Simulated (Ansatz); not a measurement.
Consider CrO₂.

```
Cr O
1.0
     4.42100   -4.42100    0.00000
     4.42100    4.42100    0.00000
     0.00000    0.00000    2.91700
Cr O
4 8
Direct
  0.50000 0.00000 0.50000
  0.00000 0.50000 0.50000
  0.00000 0.00000 0.00000
  0.50000 0.50000 0.00000
  0.80100 0.00000 0.50000
  0.30100 0.50000 0.50000
  0.50000 0.19900 0.00000
  0.00000 0.69900 0.00000
  0.19900 0.00000 0.50000
  0.69900 0.50000 0.50000
  0.00000 0.30100 0.00000
  0.50000 0.80100 0.00000
```

Space group P4₂/mnm; not relaxed (largest force 0.5 eV/Å); computed pressure about −7 GPa in this cell; the SCF solution may not be the lowest one; the program warned that another magnetic order may lie lower; spin-polarised.

These are results of Kohn-Sham DFT of a periodic cell, PBEsol, Ansatz PAW in Ansatz 0.2.0, not measurements.

Q: What will maps of the valence pseudo-density, electron localisation function and spin density show?

A: Cr–O (1.88 Å): ρ is about 0.8 e/Å³ halfway; the ELF peaks at about 0.85 in the valence shell of O, 0.6 Å from its nucleus, and is about 0.20 at the midpoint (no shared electron pair shows on this line).
The spin density sits on Cr: +1.5 μB (×2) and −1.5 μB (×2) in one cell of 12 atoms: antiferromagnetic in this solution, which needn't be the ground state, with nearest magnetic neighbours parallel and the sign changing further off. The cell of the calculation (6 atoms) carries 0.0 μB of net spin moment.

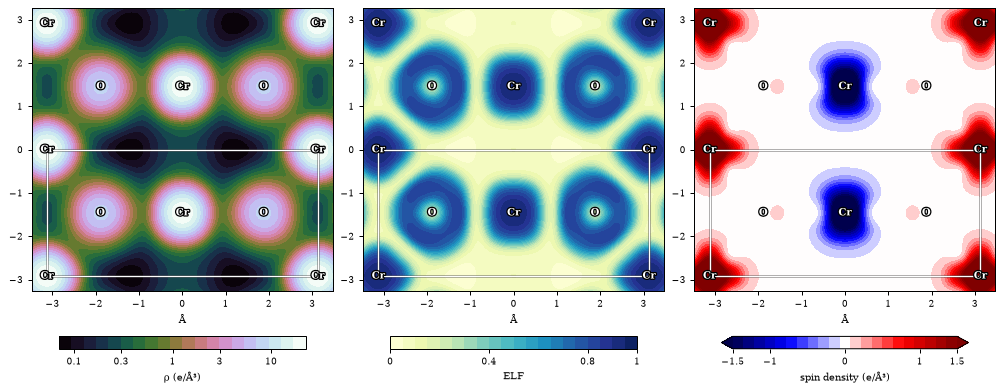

Computed valence pseudo-density, electron localisation function and spin density on the (100) plane of the cell of the magnetic structure, in this order. 

In a PAW calculation such maps are meaningful between the atoms, not at the nuclei.
